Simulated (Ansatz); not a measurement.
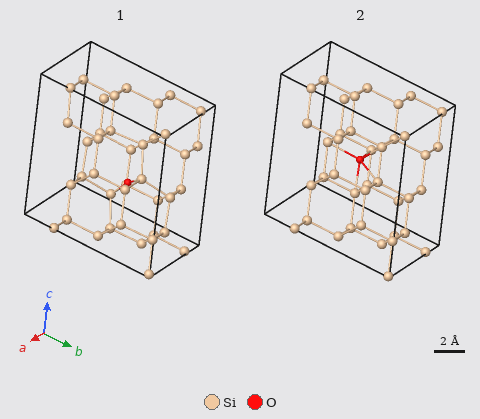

Two geometries of a defect cell of composition Si$_{32}$O, drawn at one scale. One is the start of a relaxation, the other its converged end. The picture is a ball-and-stick view of the cell of the calculation (origin shifted), seen slightly off an axis.

Level of theory: Ansatz 0.2.0, DFT PBE, scalar-relativistic, plane waves, PAW. (plane-wave cutoff 420 eV; k-point mesh 2 × 2 × 2; occupations gaussian; smearing width 0.02 eV; mesh shifted by (0.5, 0.5, 0.5); no spin polarisation; atoms relaxed in a fixed cell; force threshold 0.02 eV/Å; at most 60 steps)

**Which geometry has the lower energy?**

Structure 1 is the relaxed one. Case: O interstitial, charge +0, atoms relaxed. The atom that moves furthest is the O atom (1.76 Å along [1 1 −1]). By element the largest moves are O 1.76 Å, Si 0.43 Å. The cell stays as it was. Near-neighbour distances that change, for instance: O–Si 2.469 → 3.866 Å, O–Si 2.430 → 3.655 Å, O–Si 2.600 → 1.632 Å, Si–Si 2.369 → 3.188 Å. Among the angles between lasting bonds that change: Si–Si–Si 109.5° → 99.5°, Si–Si–Si 109.5° → 101.1°, Si–Si–Si 109.5° → 117.2°. The energy falls by 4.131 eV per cell of the calculation in 15 geometry steps. Largest force component: 0.78 eV/Å at the start, 0.0052 eV/Å at the end. The run took 120 s on 8 threads of Intel(R) Xeon(R) Platinum 8259CL CPU @ 2.50GHz (Skylake/Cascade Lake), on a shared host, peak memory 1.7 GiB.
